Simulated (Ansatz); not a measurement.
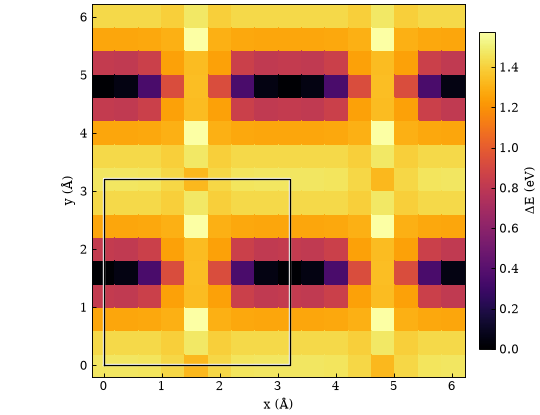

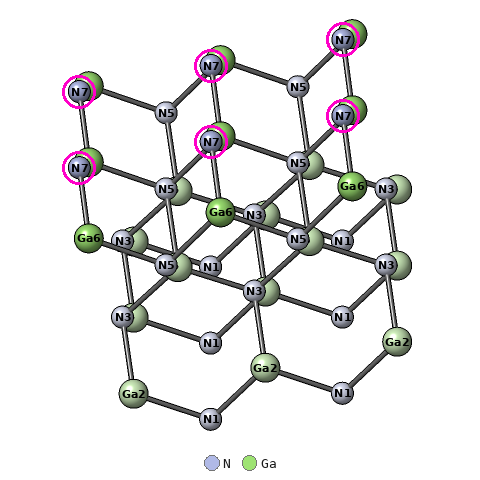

Energy landscape of N on a GaN(100) slab cut from the F-43m phase, its upper half relaxed before the scan (6 atoms of substrate and one adsorbate in a 1 × 1 cell). N is moved over the surface cell; relaxed at each place: the height of the adsorbate's atoms; substrate rigid; the origin of the map has the adsorbate above Ga6. Places are given modulo a cell vector. The map is drawn in real space over the plane of the surface. The scan uses an 8 × 8 grid; 25 points were computed and 39 follow by symmetry. Energies: eV, counted from the lowest grid point. Energies and slopes of some neighbouring points disagree (a jump in structure or state, or too coarse a mesh). The magnetic moment jumps between some neighbouring points. With one adsorbate in each 1 × 1 cell, its nearest image is 3.2 Å away, so neighbouring adsorbates interact. The calculation used DFT PBE, scalar-relativistic, plane waves, PAW (Ansatz). Settings: cutoff 420 eV, k-mesh 8×8×1, gaussian smearing 0.05 eV, spin-polarised.

Drawn: one coloured cell a grid point, the outline of one cell of the 2 × 2 shown. The second picture is the structure at the lowest point; rings mark the moved atoms.

### Describe this landscape.

The lowest grid point is at a bridge site between two Ga atoms, (0/8, 4/8) of the cell vectors. The highest grid point, (4/8, 2/8) of the cell vectors [nearest 2 Ga at 1.92 Å], lies 1.58 eV above the lowest. At the lowest point the adsorbate has 2 Ga at 1.88 Å as nearest neighbours, at the highest 2 Ga at 1.92 Å. Its relaxed height above the top atom is 0.96 Å at the lowest and 0.68 Å at the highest point.

The values on the grid:

```csv
"second ↓, first →",0/8,1/8,2/8,3/8,4/8,5/8,6/8,7/8
7/8,1.43,1.43,1.42,1.40,1.48,1.40,1.42,1.43
6/8,1.27,1.26,1.27,1.29,1.58,1.29,1.27,1.26
5/8,0.82,0.81,0.85,1.25,1.33,1.25,0.85,0.81
4/8,0.00,0.05,0.35,0.92,1.34,0.92,0.35,0.05
3/8,0.82,0.81,0.85,1.25,1.33,1.25,0.85,0.81
2/8,1.27,1.26,1.27,1.29,1.58,1.29,1.27,1.26
1/8,1.43,1.43,1.42,1.40,1.48,1.40,1.42,1.43
0/8,1.47,1.47,1.46,1.42,1.32,1.42,1.46,1.47
```

The input of one point:

```yaml
crystal:
  lattice:
    - [3.2165072826, 0.0, 0.0]
    - [0.0, 3.2165072826, 0.0]
    - [0.0, 0.0, 21.2198072989]
  atoms:
    - { symbol: "N", position: [0.0, 0.5, 0.1885031256] }
    - { symbol: Ga, position: [0.5, 0.5, 0.2420948967] }
    - { symbol: "N", position: [0.5, 0.0, 0.2956866679] }
    - { symbol: Ga, position: [0.0, 0.0, 0.3470972838] }
    - { symbol: "N", position: [0.0, 0.5, 0.4029970651] }
    - { symbol: Ga, position: [0.5, 0.5, 0.458053514] }
    - { symbol: "N", position: [0.5, 1.0, 0.5048762038], spin: 3.0 }
basis:
  ecutwfc: 420
kpoints:
  mp_grid: { grid: [8, 8, 1] }
hamiltonian:
  xc: pbe
  pseudopotentials: { kind: paw, azcp: { folder: soft_1 } }
scf:
  occupations: { method: gaussian, width: 0.05 }
output:
  forces: true
  eigenvalues: true
  populations: true
  write_density: true
  write_potential: true
  elf: true
  volumetric_format: npy
magnetization:
  spin_polarized: true
relax:
  adjacent_minimum: "off"
  f_tol: 0.025
  max_steps: 16
  constraints: [{ sites: [0, 1, 2, 3, 4, 5] }, { sites: [6], fix: xy }]
efield:
  axis: 3
  dipole_correction: true
  ramp_width: 0.04
```

Each point was launched as `ansatz run input.yaml --threads 2 --pin off --max-ram 6144MiB --backend cpu --events-out ev --progress --plain --runs-dir out`. Time for the 25 points that were run: 67 min on 2 threads of Arm Neoverse V1, on a shared host.
